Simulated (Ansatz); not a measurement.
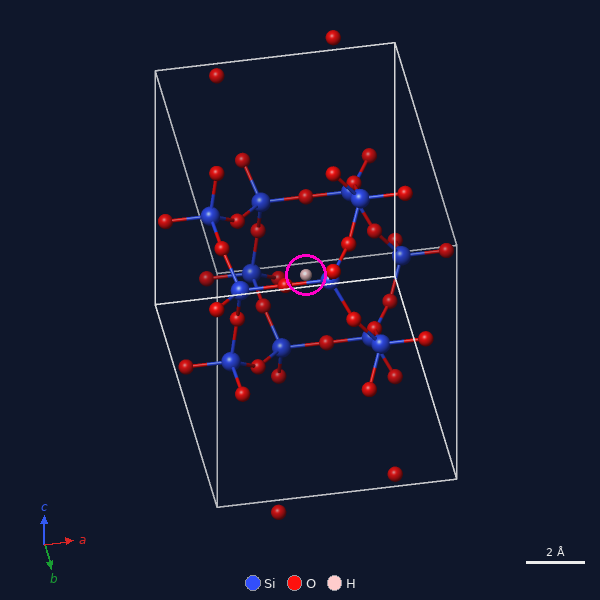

The figure gives a ball-and-stick picture of the atoms, viewed from a general direction. The lines enclose the supercell; boundary atoms appear with their images. The host is SiO2, in a cell of 36 sites, and the cell is neutral. A ring marks the defect's site.

### What kind of defect was put in?

An interstitial hydrogen atom. It is bonded to no bonds drawn.

Electronic-structure method: DFT PBE, scalar-relativistic, plane waves, PAW (Ansatz). Parameters: plane-wave cutoff 420 eV, Brillouin-zone sampling on a 2×2×2 mesh, Gaussian smearing of 0.01 eV, collinear spins.

### Is there a net moment in the defective cell?

Yes, 1.0 μB in the cell.

The atoms were relaxed in the host's cell with Ansatz 0.2.0, DFT PBE, scalar-relativistic, plane waves, PAW.
